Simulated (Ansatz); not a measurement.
Input

```
crystal:
  lattice:
    - [0.0, 2.2215384142, 2.2215384142]
    - [2.2215384142, 0.0, 2.2215384142]
    - [2.2215384142, 2.2215384142, 0.0]
  atoms:
    - { symbol: W, position: [0.0, 0.0, 0.0] }
    - { symbol: C, position: [0.5, 0.5, 0.5] }
hamiltonian:
  xc: pbesol
  pseudopotentials: { kind: paw }
kpoints:
  mp_grid: { grid: [10, 10, 10] }
scf:
  occupations: { method: fermi_dirac, width: 0.05 }
output:
  forces: true
  stress: true
  eigenvalues: true
  write_density: true
  write_potential: true
  elf: true
  volumetric_format: npy
```

Command:

```sh
ansatz run input.yaml --threads 2 --pin off --max-ram 5632MiB --backend cpu --events-out ev --progress --plain --runs-dir out
```

Below, planes, directions and counts refer to the conventional cell (a = 4.44 Å, b = 4.44 Å, c = 4.44 Å, α = 90.00°, β = 90.00°, γ = 90.00°).

Space group Fm-3m; a structure from a database of computed crystals, not necessarily the ambient phase; computed pressure about −23 GPa in this cell.

Level of theory: Kohn-Sham DFT of a periodic cell, PBEsol, Ansatz PAW in Ansatz 0.2.0.

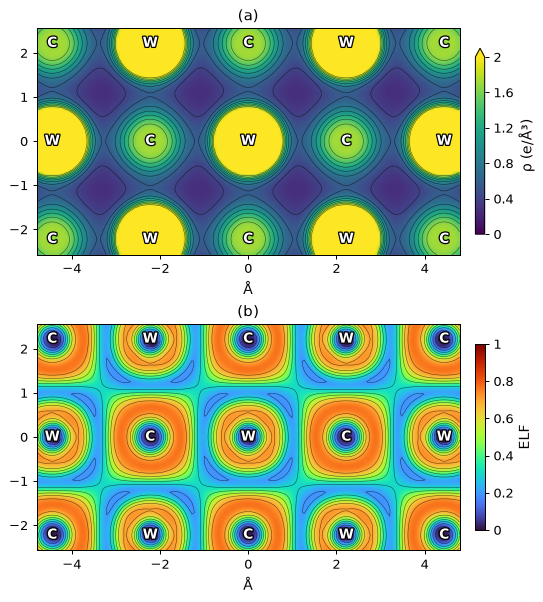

WC. (a) valence charge density (pseudo); (b) ELF on the (100) plane of the conventional cell.

The density is the valence pseudo-density of a PAW calculation; it isn't the true density close to the nuclei.

What does the map show?

- The section cuts through W and C sites.
- W–C (2.22 Å): ρ at the midpoint is about 0.6 e/Å³; the ELF peaks at about 0.75 in the valence shell of C, 0.7 Å from its nucleus, and is about 0.25 at the midpoint.
- Between the atoms the lowest density in this plane is 0.27 e/Å³.
- The features right at W lie inside the PAW spheres, where the map follows smoothed inner orbitals and isn't to be read closely.

Does the calculation give a band gap?

It is metallic or semimetallic at this level of theory: no gap opens.
